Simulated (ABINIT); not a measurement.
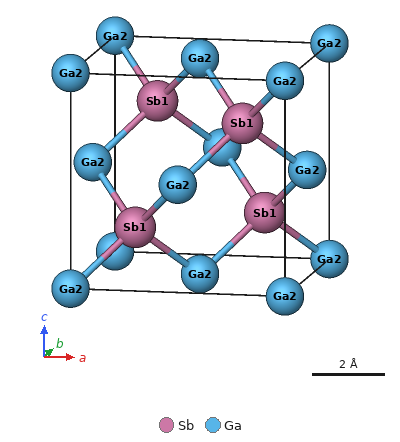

Figure 1. The structure (ball-and-stick view of the cell 4 times as large as that of the calculation, set on its symmetry axes, seen slightly off an axis; atoms are numbered from 1 in the order of the input). Near neighbours in the crystal (not all of them lie inside the picture): Sb has 4 Ga at 2.65 Å; Ga has 4 Sb at 2.65 Å.

# Run report: GaSb, positron calculation (part 1 of 2)

System: GaSb (F-43m, 2 atoms in the cell).
Method: Kohn-Sham DFT of a periodic cell, PBE, JTH PAW PBE v2.0, no spin polarisation (ABINIT 10.8.3).

The structure derives from an entry of the Crystallography Open Database.

**Input**
```
# Datasets
ndtset 2

# Pseudopotentials
pp_dirpath "./"
pseudos "Sb.GGA_PBE-JTH.xml, Ga.GGA_PBE-JTH.xml"

# Structure
acell 8.1751050464 8.1751050464 8.1751050464
rprim
     0.0000000000     0.7071067812     0.7071067812
     0.7071067812     0.0000000000     0.7071067812
     0.7071067812     0.7071067812     0.0000000000
ntypat 2
znucl 51 31
natom 2
typat 1 2
xred
            3/4            3/4            3/4
            0.0            0.0            0.0

# Plane-wave basis
ecut 353.748021 eV
pawecutdg 26.0

# Exchange and correlation
ixc 11

# SCF cycle
nstep 80

# Output
iomode 3
prteig 0
prtebands 0
prtwf 0

# Dataset 1: electrons
kptopt1 1
ngkpt1 6 6 6
nshiftk1 1
shiftk1 0.0 0.0 0.0
nband1 18
occopt1 3
tsmear1 0.05 eV
tolvrs1 1.0e-10
prtden1 1

# Dataset 2: positron in the electrons' density
positron2 1
ixcpositron2 3
getden2 1
kptopt2 0
nkpt2 1
kpt2 0.0 0.0 0.0
nband2 1
occopt2 2
occ2 1.0
posocc2 1.0
toldfe2 1.0e-9
optforces2 0
optstress2 0
prtden2 0
```

Launched with:
```bash
abinit run.abi > log 2>&1
```

**What the program printed**
```
.Version 10.8.3 of ABINIT
 DATASET    1 : space group F-4 3 m (#216); Bravais cF (face-center cubic)
================================================================================
 Values of the parameters that define the memory need for DATASET  1.
     intxc =       0    ionmov =       0      iscf =      17    lmnmax =      18
     lnmax =       6     mgfft =      30  mpssoang =       3    mqgrid =    3001
     natom =       2  nloc_mem =       2    nspden =       1   nspinor =       1
    nsppol =       1      nsym =      24    n1xccc =       1    ntypat =       2
    occopt =       3   xclevel =       2
       mpw =         881          nfft =       27000          nkpt =          16
 PAW method is used; the additional fine FFT grid is defined by:
   mgfftf=        40    nfftf =     64000
================================================================================
================================================================================

 DATASET    2 : space group F-4 3 m (#216); Bravais cF (face-center cubic)
================================================================================
 Values of the parameters that define the memory need for DATASET  2.
     intxc =       0    ionmov =       0      iscf =      17    lmnmax =      18
     lnmax =       6     mgfft =      30  mpssoang =       3    mqgrid =    3001
     natom =       2  nloc_mem =       2    nspden =       1   nspinor =       1
    nsppol =       1      nsym =      24    n1xccc =       1    ntypat =       2
    occopt =       2   xclevel =       2
       mpw =         447          nfft =       27000          nkpt =           1
 PAW method is used; the additional fine FFT grid is defined by:
   mgfftf=        40    nfftf =     64000
================================================================================
================================================================================

--------------------------------------------------------------------------------
------------- Echo of variables that govern the present computation ------------
--------------------------------------------------------------------------------
 -outvars: echo values of preprocessed input variables --------
            acell      8.1751050464E+00  8.1751050464E+00  8.1751050464E+00 Bohr
              amu      1.21753000E+02  6.97230000E+01
             ecut      1.30000000E+01 Hartree
           getden1          0
           getden2          1
              ixc          11
      ixcpositron1          1
      ixcpositron2          3
           jdtset        1    2
           kptopt1          1
           kptopt2          0
         kptrlatt        6    0    0      0    6    0      0    0    6
          kptrlen1     4.90506303E+01
          kptrlen2     3.00000000E+01
            natom           2
            nband1         18
            nband2          1
           ndtset           2
            ngfft          30      30      30
          ngfftdg          40      40      40
             nkpt1         16
             nkpt2          1
            nstep          80
             nsym          24
           ntypat           2
           occopt1          3
           occopt2          2
        optforces1          2
        optforces2          0
        optstress1          1
        optstress2          0
        pawecutdg      2.60000000E+01 Hartree
         positron1          0
         positron2          1
           prtden1          1
           prtden2          0
        prtebands           0
           prteig           0
            prtwf           0
            rprim      0.0000000000E+00  7.0710678120E-01  7.0710678120E-01
                       7.0710678120E-01  0.0000000000E+00  7.0710678120E-01
                       7.0710678120E-01  7.0710678120E-01  0.0000000000E+00
           shiftk1     0.00000000E+00  0.00000000E+00  0.00000000E+00
           shiftk2     5.00000000E-01  5.00000000E-01  5.00000000E-01
          spgroup         216
           toldfe1     0.00000000E+00 Hartree
           toldfe2     1.00000000E-09 Hartree
           tolvrs1     1.00000000E-10
           tolvrs2     0.00000000E+00
           tsmear1     1.83746611E-03 Hartree
           tsmear2     1.00000000E-02 Hartree
            typat      1  2
           useylm           1
           xangst      4.5884999970E+00  4.5884999970E+00  4.5884999970E+00
                       0.0000000000E+00  0.0000000000E+00  0.0000000000E+00
            xcart      8.6710083230E+00  8.6710083230E+00  8.6710083230E+00
                       0.0000000000E+00  0.0000000000E+00  0.0000000000E+00
             xred      7.5000000000E-01  7.5000000000E-01  7.5000000000E-01
                       0.0000000000E+00  0.0000000000E+00  0.0000000000E+00
            znucl       51.00000   31.00000

================================================================================

 chkinp: Checking input parameters for consistency, jdtset=   1.

 chkinp: Checking input parameters for consistency, jdtset=   2.

================================================================================
== DATASET  1 ==================================================================

--- !DatasetInfo
iteration_state: {dtset: 1, }
dimensions: {natom: 2, nkpt: 16, mband: 18, nsppol: 1, nspinor: 1, nspden: 1, mpw: 881, }
cutoff_energies: {ecut:  13.0, pawecutdg:  26.0, }
electrons: {nelect:   2.80000000E+01, charge:   0.00000000E+00, occopt:   3.00000000E+00, tsmear:   1.83746611E-03, }
meta: {optdriver: 0, ionmov: 0, optcell: 0, iscf: 17, paral_kgb: 0, }
...

 Exchange-correlation functional for the present dataset will be:
  GGA: Perdew-Burke-Ernzerhof functional - ixc=11
  J.P.Perdew, K.Burke, M.Ernzerhof, PRL 77, 3865 (1996)

 Real(R)+Recip(G) space primitive vectors, cartesian coordinates (Bohr,Bohr^-1):
 R(1)=  0.0000000  5.7806722  5.7806722  G(1)= -0.0864951  0.0864951  0.0864951
 R(2)=  5.7806722  0.0000000  5.7806722  G(2)=  0.0864951 -0.0864951  0.0864951
 R(3)=  5.7806722  5.7806722  0.0000000  G(3)=  0.0864951  0.0864951 -0.0864951
 Unit cell volume ucvol=  3.8633587E+02 bohr^3
 Angles (23,13,12)=  6.00000000E+01  6.00000000E+01  6.00000000E+01 degrees

 Coarse grid specifications (used for wave-functions):

 getcut: wavevector=  0.0000  0.0000  0.0000  ngfft=  30  30  30
         ecut(hartree)=     13.000   => boxcut(ratio)=   2.26346

 getcut : COMMENT -
  Note that boxcut > 2.2 ; recall that boxcut=Gcut(box)/Gcut(sphere) = 2
  is sufficient for exact treatment of convolution.
  Such a large boxcut is a waste : you could raise ecut
  e.g. ecut=   16.650589 Hartrees makes boxcut=2

 Fine grid specifications (used for densities):

 getcut: wavevector=  0.0000  0.0000  0.0000  ngfft=  40  40  40
         ecut(hartree)=     26.000   => boxcut(ratio)=   2.13164

--- Pseudopotential description ------------------------------------------------
- pspini: atom type   1  psp file is ./Sb.GGA_PBE-JTH.xml
 Pseudopotential format is: paw10
 basis_size (lnmax)=  6 (lmn_size= 18), orbitals=   0   0   1   1   2   2
 Spheres core radius: rc_sph= 2.40089151
 Shapefunction is BESSEL type: shapef(r,l)=aa(1,l)*jl(q(1,l)*r)+aa(2,l)*jl(q(2,l)*r)
 Radius for shape functions =  2.00542650
 Compensation charge density is not taken into account in XC energy/potential

- pspini: atom type   2  psp file is ./Ga.GGA_PBE-JTH.xml
 Pseudopotential format is: paw10
 basis_size (lnmax)=  6 (lmn_size= 18), orbitals=   0   0   1   1   2   2
 Spheres core radius: rc_sph= 2.10359248
 Shapefunction is BESSEL type: shapef(r,l)=aa(1,l)*jl(q(1,l)*r)+aa(2,l)*jl(q(2,l)*r)
 Radius for shape functions =  1.80829011
 Compensation charge density is not taken into account in XC energy/potential

   1.37766554E+03                                ecore*ucvol(ha*bohr**3)
--------------------------------------------------------------------------------

================================================================================

--- !BeginCycle
iteration_state: {dtset: 1, }
solver: {iscf: 17, nstep: 80, nline: 4, wfoptalg: 10, }
tolerances: {tolvrs: 1.00E-10, }
...

     iter   Etot(hartree)      deltaE(h)  residm     nres2
 ETOT  1  -161.22223893131    -1.612E+02 7.592E-01 8.858E-01
 ETOT  2  -161.70311733701    -4.809E-01 8.093E-03 3.215E-01
 ETOT  3  -161.70135235989     1.765E-03 1.921E-03 7.031E-02
 ETOT  4  -161.70116843097     1.839E-04 1.482E-04 4.764E-03
 ETOT  5  -161.70122172166    -5.329E-05 9.042E-05 1.701E-03
 ETOT  6  -161.70126584966    -4.413E-05 1.221E-05 2.135E-04
 ETOT  7  -161.70127384397    -7.994E-06 6.363E-06 2.016E-05
 ETOT  8  -161.70127444372    -5.997E-07 9.338E-07 1.908E-06
 ETOT  9  -161.70127444937    -5.656E-09 4.283E-07 4.063E-07
 ETOT 10  -161.70127445267    -3.300E-09 9.217E-08 1.005E-08
 ETOT 11  -161.70127445271    -3.672E-11 4.420E-08 1.939E-09
 ETOT 12  -161.70127445289    -1.762E-10 9.380E-09 1.578E-10
 ETOT 13  -161.70127445289    -6.310E-12 4.551E-09 2.916E-11

 At SCF step   13       nres2   =  2.92E-11 < tolvrs=  1.00E-10 =>converged.

 Cartesian components of stress tensor (hartree/bohr^3)
  sigma(1 1)= -6.25831094E-05  sigma(3 2)=  0.00000000E+00
  sigma(2 2)= -6.25831094E-05  sigma(3 1)=  0.00000000E+00
  sigma(3 3)= -6.25831094E-05  sigma(2 1)=  0.00000000E+00

--- !ResultsGS
iteration_state: {dtset: 1, }
comment   : Summary of ground state results
lattice_vectors:
- [  0.0000000,   5.7806722,   5.7806722, ]
- [  5.7806722,   0.0000000,   5.7806722, ]
- [  5.7806722,   5.7806722,   0.0000000, ]
lattice_lengths: [   8.17511,    8.17511,    8.17511, ]
lattice_angles: [ 60.000,  60.000,  60.000, ] # degrees, (23, 13, 12)
lattice_volume:   3.8633587E+02
convergence: {deltae: -6.310E-12, res2:  2.916E-11, residm:  4.551E-09, diffor: null, }
etotal    :  -1.61701274E+02
entropy   :   0.00000000E+00
fermie    :   1.74995967E-01
cartesian_stress_tensor: # hartree/bohr^3
- [ -6.25831094E-05,   0.00000000E+00,   0.00000000E+00, ]
- [  0.00000000E+00,  -6.25831094E-05,   0.00000000E+00, ]
- [  0.00000000E+00,   0.00000000E+00,  -6.25831094E-05, ]
pressure_GPa:   1.8413E+00
xred      :
- [  7.5000E-01,   7.5000E-01,   7.5000E-01, Sb]
- [  0.0000E+00,   0.0000E+00,   0.0000E+00, Ga]
cartesian_forces: # hartree/bohr
- [  6.36837854E-31,  -2.72930509E-31,  -9.09768364E-32, ]
- [ -6.36837854E-31,   2.72930509E-31,   9.09768364E-32, ]
force_length_stats: {min:   6.98806340E-31, max:   6.98806340E-31, mean:   6.98806340E-31, }
...

 Integrated electronic density in atomic spheres:
 ------------------------------------------------
 Atom  Sphere_radius  Integrated_density
    1        2.40089         12.54506402
    2        2.10359         11.04041882

================================================================================

 ----iterations are completed or convergence reached----

 Mean square residual over all n,k,spin=   23.209E-12; max=  45.511E-10
 reduced coordinates (array xred) for    2 atoms
       0.750000000000      0.750000000000      0.750000000000
       0.000000000000      0.000000000000      0.000000000000
 rms dE/dt=  3.5409E-30; max dE/dt=  4.2073E-30; dE/dt below (all hartree)
    1       0.000000000000     -0.000000000000     -0.000000000000
    2       0.000000000000      0.000000000000      0.000000000000

 cartesian coordinates (angstrom) at end:
    1      4.58849999696772     4.58849999696772     4.58849999696772
    2      0.00000000000000     0.00000000000000     0.00000000000000

 cartesian forces (hartree/bohr) at end:
    1      0.00000000000000    -0.00000000000000    -0.00000000000000
    2     -0.00000000000000     0.00000000000000     0.00000000000000
 frms,max,avg= 4.0345603E-31 6.3683785E-31   0.000E+00  0.000E+00  0.000E+00 h/b
```
